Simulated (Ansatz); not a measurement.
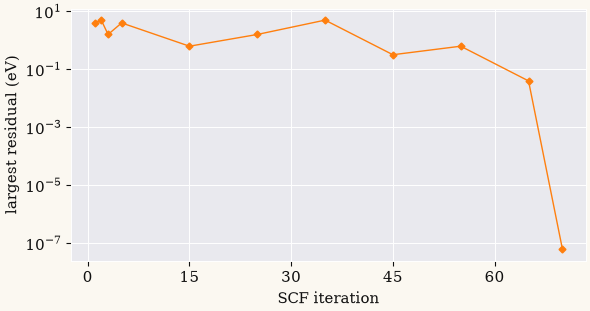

The plot shows the SCF iterations of a calculation: largest residual. Only some iterations were kept.

Program: Ansatz.

```
crystal:
  lattice:
    - [2.502077, 0.0, 0.0]
    - [-1.251038, 2.166862, 0.0]
    - [0.0, 0.0, 4.108168]
  atoms:
    - { symbol: Co, position: [0.33333333, 0.66666667, 0.25], spin: 1.0 }
    - { symbol: Co, position: [0.66666667, 0.33333333, 0.75], spin: -1.0 }
hamiltonian:
  xc: pbe
  pseudopotentials: { kind: nc }
kpoints:
  mp_grid: { grid: [1, 1, 1], shift: [0, 0, 0] }
magnetization:
  spin_polarized: true
scf:
  occupations: { method: fermi_dirac }
```

### How did this run end?

The run converged; it took 70 iterations. The residual falls unevenly and jumps up by a factor of two or more 3 times between kept points.

### What is the residual at the start and at the end?

It starts near 4 and ends near 6 × 10⁻⁸ eV.
